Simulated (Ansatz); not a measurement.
Run report: Si$_{6}$N, geometry relaxation (part 3 of 3)

Si$_{6}$N (slab, 7 atoms in the cell); DFT PBEsol, scalar-relativistic, plane waves, PAW, spin-polarised (Ansatz 0.2.0); cutoff 420 eV, 9×9×1 k-mesh, Gaussian smearing of 0.05 eV, collinear spins. The structure derives from an entry of the Crystallography Open Database. The input holds or restrains some coordinates. Forces given for the steps count only the free coordinates. It belongs to a series of runs on one base structure; here: N put at a bridge Si-Si site.

Geometry of the input (Å; fractional positions):
```
3.8417  0.0000  0.0000
-1.9209  3.3270  0.0000
0.0000  0.0000  26.0577
Si 0.3333  0.6667  0.3262
Si 0.0000  0.0000  0.3563
Si 0.0000  0.0000  0.4466
Si 0.6667  0.3333  0.4759
Si 0.6667  0.3333  0.5685
Si 0.3333  0.6667  0.5944
N  -0.0000  0.5000  0.6504
```

```
WARN: The output density's exchange-correlation potential varies sharply where the density is thin. Do not read a vacuum level from v_tot or v_xc, or from such a field of the output density. On a cell that repeats whose density bears no net charge and no dipole along the vacuum's axis use v_es (v_loc + v_h of the components); under efield.dipole_correction with no amplitude use v_es + v_field, which holds any external_charges[].barrier, or the levels of the report's work_function block, which leave it out; under a non-zero efield.amplitude the vacuum is tilted and has no level; on a cell that repeats and bears such a dipole with no correction it is tilted too, and efield.dipole_correction with no amplitude gives each side of its ramp a level where efield: is served; in a cell that repeats whose density bears a net charge (total_charge, or a fill off its count) it is curved and has none; of a slab under crystal.periodic whose density bears no net charge use v_es, which has a level on each side, short of where the two are joined; of another it falls or rises all the way out and has none; of a slab beside external_charges read slab_vacuum_level instead, which it has where they leave it neutral. The grid or the basis barely resolves most such structure, and the values can differ between equally converged runs; as a rule a tighter scf.convergence.dr2_threshold does not remove it. Where the density itself ripples (under the LDA too) a higher basis.ecutwfc lessens it. The files hold the spikes' plane waves up to the density's cutoff. Files: v_tot_of_output_density and the like, and their columns of v_z.tsv (output.write_potential); v_xc_of_output_density and the like, and their columns of v_comp_z.tsv (output.write_potential_components). Measured: with its Gaussian average of σ = 0.25 Å subtracted twice, the exchange-correlation potential is over 0.1 eV at 111 of the grid points where the equally averaged density (valence and model cores) is under 1e-3 e/Å³, and 0.293 eV at the most among them, at an averaged density of 9.8e-8 e/Å³. The input density's (outcome.potential() and, of a run that writes arrays, v_tot and v_xc) is over 0.1 eV, so measured, at 54 points of its own thin density, 0.183 eV at the most. See output.write_potential in the manual, Limitations
SCF converged after 4 iterations
Stability not checked: this state was not tested for a lower state beside it, because the mixer in use, unlike msr1, does not test its closes by its own steps (another_mixer; see scf.mixing.algorithm and scf.lower_state_search)
Magnetization: -0.9880 μB (14.0060 up, 14.9940 down)
Absolute magnetization: 1.0096 μB (∫|ρ↑−ρ↓|, with the PAW one-centre terms)
Spin contamination: 0.0091 ħ² per cell (⟨S²⟩ above its minimum at these occupations)
Per-site moments (μB) at R_I (Å): [(-0.2177877857204955, 0.9704316147473909), (-0.03148895620329876, 0.9704316147473909), (-0.054012661575486696, 0.9699014732624373), (-0.022113124627534522, 0.9699014732624373), (-0.00738186510631214, 0.7273233002595918), (-0.003238134994050418, 0.6866724949523826), (-0.02920841160586334, 0.6866724949523826)]
Free energy (F): -4104.471124 eV
Harris-Foulkes:  -4104.471124 eV  (|F-HF|=5.35e-9)
Internal energy: -4104.470393 eV  (E = F + TS)
E sigma→0 (E₀):  -4104.470758 eV
Entropy (-TS):   -0.000731 eV (-0.104 meV/atom)
Fermi energy:    -0.855188 eV
Dipole field:    D = -0.044485 V/Å  (p = -0.081878 e·Å, saw-weighted, corrected)
Work function:   Φ+ = 5.8430 eV   Φ− = 4.6838 eV
Levels:          The Fermi level and band energies are counted from a zero that moves with the ramp; work functions are not
--- Per-component energies (eV) ---
  E_band       = -188.509303
  E_kinetic    = 371.896915
  E_local      = -10498.152448  (includes V_loc(G=0)·N_el)
  E_nonlocal   = 203.255157
  E_hartree    = 5061.534912
  E_xc         = -386.724509
  E_vxc        = -355.544269  (∫ρ·V_xc dr)
  E_paw        = -3115.236405  (= ΣΔE_a)
  E_vpaw       = -33.029922  (= ΣTr[D̂ρ^β])
  E_aug_tail   = 0.000126  (compensation charges beyond the density's cutoff)
  E_efield     = 0.001821  (sawtooth field / dipole correction)
  E_vefield    = -0.005306  (∫n·V_field dr)
  E_ewald      = 4258.736575
  E_core_change = 0.217463  (= ΣΔE_core)
  E_smearing   = -0.000731  (= −TS)
  E_closure    = -0.000000  (closes the sum)
  Σ components = -4104.471124   (vs F -4104.471124, Δ=0.00e0)
--- Forces (eV/Å), atoms counted from 1 ---
  atom   1  Si     0.00378403     0.00218471     0.45270138
  atom   2  Si    -0.01680760    -0.00970387    -0.55607336
  atom   3  Si     0.02388986     0.01379282     0.11271140
  atom   4  Si    -0.00380085    -0.00219442    -0.02469363
  atom   5  Si     0.01885473     0.01088578    -0.01167903
  atom   6  Si    -0.02820978    -0.01628692     0.01102914
  atom   7  N      0.00228661     0.00132017     0.01601114
  max |Σ_I F_I| component: 7.03e-6 eV/Å
--- Band table (eV; the first three rows and the last of 50) ---
  k-point 0 ↑: bands = ["-17.1209", "-12.5604", "-11.3599", "-9.6327", "-6.4065", "-5.7424", "-4.7829", "-3.6607", "-3.4564", "-2.1444", "-1.9275", "-1.8862", "-1.1882", "-1.1468", "-0.5508", "0.5331", "1.0367", "1.5374", "1.8673", "1.9538", "2.0915", "2.6061", "2.6175"]
  k-point 1 ↑: bands = ["-17.0660", "-12.4209", "-11.2238", "-9.5670", "-6.5716", "-5.9166", "-4.7996", "-3.8377", "-3.3339", "-2.9150", "-2.3508", "-2.1557", "-2.0301", "-1.3829", "-0.4549", "0.4915", "1.3426", "1.8987", "2.0212", "2.3050", "2.5338", "3.0349", "3.1191"]
  k-point 2 ↑: bands = ["-16.9209", "-12.0103", "-10.8280", "-9.3940", "-7.1916", "-6.0736", "-5.0267", "-4.5610", "-3.9479", "-3.8510", "-3.1841", "-2.6913", "-2.1218", "-1.8110", "-0.5701", "0.3027", "1.0803", "1.7230", "2.1487", "2.5357", "2.9116", "3.7090", "4.1320"]
  k-point 24 ↓: bands = ["-16.4672", "-10.9901", "-10.2869", "-9.4034", "-8.4112", "-7.7014", "-6.2657", "-5.7359", "-5.2326", "-4.1916", "-3.8290", "-3.5885", "-2.8158", "-1.6036", "-1.0622", "-0.1932", "0.8435", "1.3105", "1.6537", "2.1504", "2.7117", "3.1365", "3.5548"]
--- Relaxed structure (10 steps of the walk, 10 accepted, 0 SCFs on fresh bases) ---
  F+E_penalty+E_count = -4104.47112354 eV   max|allowed force component| = 2.821e-2 eV/Å
  atoms:
    - { symbol: Si, position: [0.3333333332999999, 0.6666666666499999, 0.3261993600999999] }
    - { symbol: Si, position: [0.0, 0.0, 0.3562936365999999] }
    - { symbol: Si, position: [0.0, 0.0, 0.44657646639999987] }
    - { symbol: Si, position: [0.6697410946710534, 0.3348705473355266, 0.4770727117471237] }
    - { symbol: Si, position: [0.45823960069347835, 0.2291198003467392, 0.5631844196710025] }
    - { symbol: Si, position: [0.17890517318843163, 0.5894525865942157, 0.592433075941766] }
    - { symbol: N, position: [-0.2681111366099184, 0.36594443169504076, 0.6211315760889506] }
--- Löwdin populations: 7 sites ---
  site symbol       q [e]    m [muB]
     0     Si      3.9505    -0.7110
     1     Si      3.9691    -0.0041
     2     Si      3.9370    -0.1116
     3     Si      4.0099    -0.0444
     4     Si      3.6427    -0.0351
     5     Si      3.3013    -0.0141
     6      N      5.7580    -0.0476
  spilling = 0.014876 (of n_electrons = 29.000000)
```

**File populations.tsv**
```
# site	symbol	l	j	q_up	q_dn
# orbitals = lowdin
# n_electrons = 29.000000
# spilling = 0.014876
0	Si	0_3S	-	0.623334	0.706556
0	Si	1_3P	-	0.996425	1.624174
1	Si	0_3S	-	0.595376	0.592827
1	Si	1_3P	-	1.387109	1.393776
2	Si	0_3S	-	0.596725	0.615897
2	Si	1_3P	-	1.315956	1.408430
3	Si	0_3S	-	0.597886	0.605919
3	Si	1_3P	-	1.384860	1.421269
4	Si	0_3S	-	0.560771	0.568297
4	Si	1_3P	-	1.243028	1.270645
5	Si	0_3S	-	0.571021	0.573527
5	Si	1_3P	-	1.072576	1.084195
6	N	0_2S	-	0.784430	0.786557
6	N	1_2P	-	2.070756	2.116260
```

**Trajectory as extended XYZ (Å, eV, eV/Å), 10 frames, from step=1 to step=10**
```
7
Lattice="3.8417 0.0000 0.0000 -1.9209 3.3270 0.0000 0.0000 0.0000 26.0577" Properties=species:S:1:pos:R:3:forces:R:3 step=1 energy=-4102.50787
Si    0.0000    2.2180    8.5000    0.0307   0.0177   0.4554
Si    0.0000    0.0000    9.2842   -0.0246  -0.0142  -0.6213
Si    0.0000    0.0000   11.6367   -0.0162  -0.0094   0.1554
Si    1.9209    1.1090   12.4013   -0.0074  -0.0043   0.1234
Si    1.9209    1.1090   14.8134   -0.0482  -0.0278   0.3147
Si    0.0000    2.2180   15.4874   -0.5627  -0.3249   1.9474
N    -0.9604    1.6635   16.9474    0.6286   0.3629  -2.3742
7
Lattice="3.8417 0.0000 0.0000 -1.9209 3.3270 0.0000 0.0000 0.0000 26.0577" Properties=species:S:1:pos:R:3:forces:R:3 step=2 energy=-4103.07276
Si    0.0000    2.2180    8.5000    0.0239   0.0138   0.4814
Si    0.0000    0.0000    9.2842    0.0275   0.0159  -0.5753
Si    0.0000    0.0000   11.6367   -0.0619  -0.0357   0.1714
Si    1.9218    1.1095   12.4083    0.2979   0.1720   0.1872
Si    1.9499    1.1258   14.8114   -0.2638  -0.1523   1.4276
Si    0.0482    2.2459   15.5233   -0.5613  -0.3240   2.4158
N    -1.0578    1.6073   16.7900    0.5376   0.3104  -4.1081
7
Lattice="3.8417 0.0000 0.0000 -1.9209 3.3270 0.0000 0.0000 0.0000 26.0577" Properties=species:S:1:pos:R:3:forces:R:3 step=3 energy=-4103.89938
Si    0.0000    2.2180    8.5000    0.0174   0.0101   0.4704
Si    0.0000    0.0000    9.2842    0.0325   0.0187  -0.5313
Si    0.0000    0.0000   11.6367    0.0696   0.0402   0.4338
Si    1.9335    1.1163   12.4538    0.2477   0.1430   0.2238
Si    1.9547    1.1286   14.8925   -0.3486  -0.2013   0.8912
Si    0.0995    2.2755   15.6125   -0.4798  -0.2770   1.3441
N    -1.1344    1.5631   16.6162    0.4612   0.2663  -2.8318
7
Lattice="3.8417 0.0000 0.0000 -1.9209 3.3270 0.0000 0.0000 0.0000 26.0577" Properties=species:S:1:pos:R:3:forces:R:3 step=4 energy=-4104.22924
Si    0.0000    2.2180    8.5000    0.0171   0.0099   0.4705
Si    0.0000    0.0000    9.2842    0.0358   0.0207  -0.5176
Si    0.0000    0.0000   11.6367    0.2471   0.1427   0.5752
Si    1.9505    1.1261   12.4825    0.0776   0.0448   0.1536
Si    1.9096    1.1025   14.9252   -0.8121  -0.4689  -0.8749
Si    0.0980    2.2746   15.6391    0.5552   0.3205  -0.1036
N    -1.1610    1.5477   16.4242   -0.1207  -0.0697   0.2966
7
Lattice="3.8417 0.0000 0.0000 -1.9209 3.3270 0.0000 0.0000 0.0000 26.0577" Properties=species:S:1:pos:R:3:forces:R:3 step=5 energy=-4104.35691
Si    0.0000    2.2180    8.5000    0.0158   0.0091   0.4625
Si    0.0000    0.0000    9.2842    0.0290   0.0167  -0.5417
Si    0.0000    0.0000   11.6367    0.2624   0.1515   0.2776
Si    1.9494    1.1255   12.4429    0.0111   0.0064  -0.0047
Si    1.7808    1.0281   14.7996   -0.3032  -0.1751  -0.2091
Si    0.0118    2.2248   15.5412    0.0087   0.0050   0.1450
N    -1.2695    1.4851   16.3084   -0.0237  -0.0137  -0.1297
7
Lattice="3.8417 0.0000 0.0000 -1.9209 3.3270 0.0000 0.0000 0.0000 26.0577" Properties=species:S:1:pos:R:3:forces:R:3 step=6 energy=-4104.42357
Si    0.0000    2.2180    8.5000    0.0079   0.0046   0.4547
Si    0.0000    0.0000    9.2842    0.0170   0.0098  -0.5529
Si    0.0000    0.0000   11.6367    0.1790   0.1033   0.1685
Si    1.9407    1.1205   12.4264    0.0108   0.0062   0.0010
Si    1.6203    0.9355   14.7456   -0.0974  -0.0562  -0.0870
Si   -0.1228    2.1471   15.5292   -0.0398  -0.0230   0.0170
N    -1.4223    1.3969   16.2512   -0.0776  -0.0448  -0.0011
7
Lattice="3.8417 0.0000 0.0000 -1.9209 3.3270 0.0000 0.0000 0.0000 26.0577" Properties=species:S:1:pos:R:3:forces:R:3 step=7 energy=-4104.45808
Si    0.0000    2.2180    8.5000    0.0043   0.0025   0.4528
Si    0.0000    0.0000    9.2842   -0.0015  -0.0009  -0.5541
Si    0.0000    0.0000   11.6367    0.0912   0.0526   0.1434
Si    1.9335    1.1163   12.4269   -0.0015  -0.0009   0.0173
Si    1.4600    0.8430   14.7129    0.0012   0.0007  -0.0349
Si   -0.2767    2.0583   15.5258   -0.0959  -0.0553  -0.0461
N    -1.5889    1.3007   16.2255    0.0021   0.0012   0.0217
7
Lattice="3.8417 0.0000 0.0000 -1.9209 3.3270 0.0000 0.0000 0.0000 26.0577" Properties=species:S:1:pos:R:3:forces:R:3 step=8 energy=-4104.46863
Si    0.0000    2.2180    8.5000    0.0031   0.0018   0.4526
Si    0.0000    0.0000    9.2842   -0.0166  -0.0096  -0.5574
Si    0.0000    0.0000   11.6367    0.0039   0.0022   0.1027
Si    1.9271    1.1126   12.4272    0.0128   0.0074   0.0296
Si    1.3371    0.7720   14.6807    0.0216   0.0125   0.0103
Si   -0.4113    1.9806   15.4904   -0.0374  -0.0216  -0.0880
N    -1.7189    1.2256   16.1973    0.0126   0.0073   0.0502
7
Lattice="3.8417 0.0000 0.0000 -1.9209 3.3270 0.0000 0.0000 0.0000 26.0577" Properties=species:S:1:pos:R:3:forces:R:3 step=9 energy=-4104.47112
Si    0.0000    2.2180    8.5000    0.0038   0.0022   0.4527
Si    0.0000    0.0000    9.2842   -0.0168  -0.0097  -0.5560
Si    0.0000    0.0000   11.6367    0.0239   0.0138   0.1127
Si    1.9297    1.1141   12.4314   -0.0038  -0.0022  -0.0247
Si    1.3203    0.7623   14.6753    0.0189   0.0109  -0.0117
Si   -0.4450    1.9611   15.4374   -0.0282  -0.0163   0.0110
N    -1.7329    1.2175   16.1853    0.0022   0.0013   0.0160
7
Lattice="3.8417 0.0000 0.0000 -1.9209 3.3270 0.0000 0.0000 0.0000 26.0577" Properties=species:S:1:pos:R:3:forces:R:3 step=10 energy=-4104.47112
Si    0.0000    2.2180    8.5000    0.0038   0.0022   0.4527
Si    0.0000    0.0000    9.2842   -0.0168  -0.0097  -0.5561
Si    0.0000    0.0000   11.6367    0.0239   0.0138   0.1127
Si    1.9297    1.1141   12.4314   -0.0038  -0.0022  -0.0247
Si    1.3203    0.7623   14.6753    0.0189   0.0109  -0.0117
Si   -0.4450    1.9611   15.4374   -0.0282  -0.0163   0.0110
N    -1.7329    1.2175   16.1853    0.0023   0.0013   0.0160
```

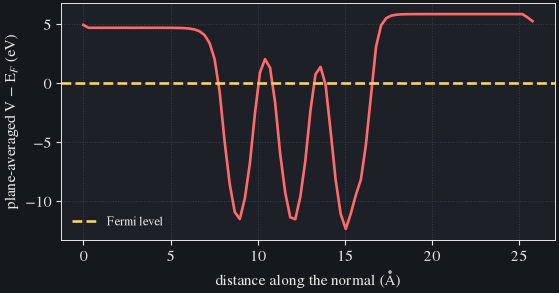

**Figure 1.** Plane average of the electrostatic potential energy of an electron across the cell, from the Fermi level. The vacuum level lies 5.84 eV above the Fermi level on the upper side and 4.68 eV on the lower.

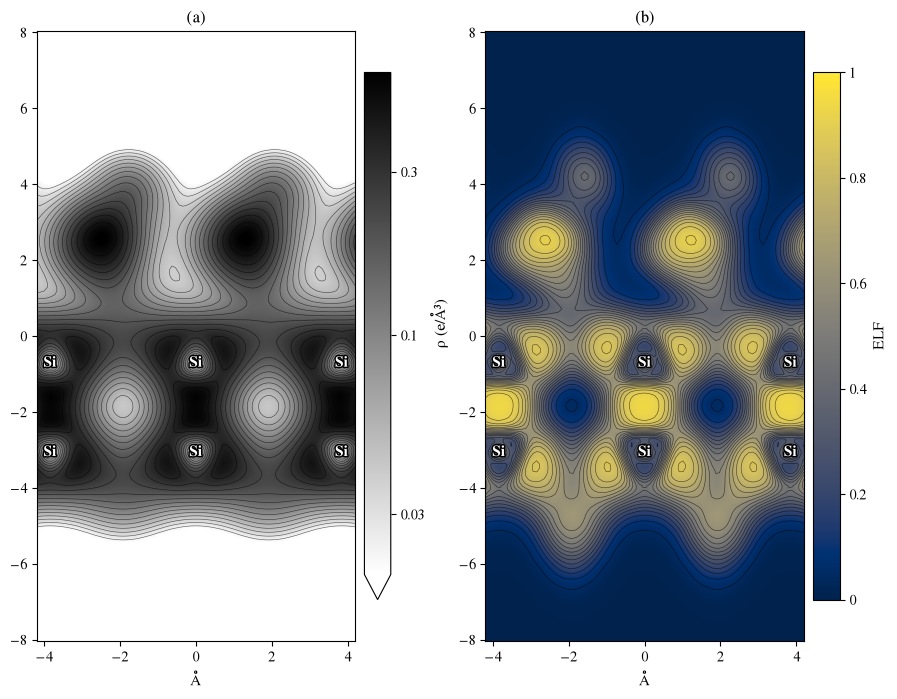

**Figure 2.** (a) valence pseudo-density; (b) ELF on the (11̄0) plane of the calculation cell, a cut from vacuum to vacuum. Atoms in the plane: Si. Si–Si (2.35 Å): ρ is about 0.55 e/Å³ halfway, a local maximum along the line; the ELF peaks at about 0.95 between the atoms (a shared electron pair). The density dies away to nearly zero in the vacuum. In a PAW calculation such maps are meaningful between the atoms, not at the nuclei.

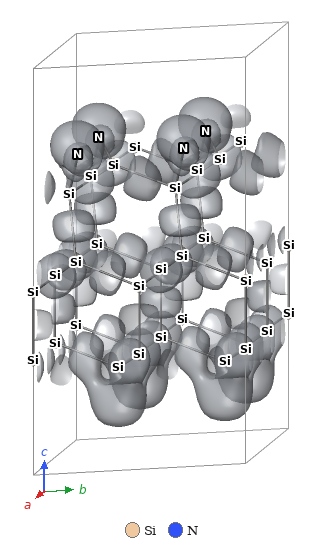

**Figure 3.** Isosurface of the electron localisation function at 0.75 (grey), seen slightly off an axis. Only the valence region is drawn (cores and ρ < 0.01 e/Å³ removed). Sticks mark near contacts. Values along the shortest contacts: Si–N (1.66 Å): the ELF peaks at about 0.85 between the atoms (a shared but strongly polarised pair).

**Summary**

```csv
quantity,value
outcome,converged under the restraints of the input
electrons treated,29
free energy,−4104.4711 eV
"work function, top face",5.84 eV
"work function, bottom face",4.68 eV
Fermi energy,−0.855 eV
gap on the k-point mesh,0.06 eV
net moment of the cell,−0.99 μB
integrated absolute moment,1.01 μB
final volume,333.06 Å³
work function (upper face),5.84 eV
"largest force (length of the vector) at the end, held atoms and coordinates included",0.556 eV/Å
wall time,12 min
peak memory,0.74 GiB
```

**Remarks**

Notes on the run: the exchange-correlation potential is rough where the density is thin.
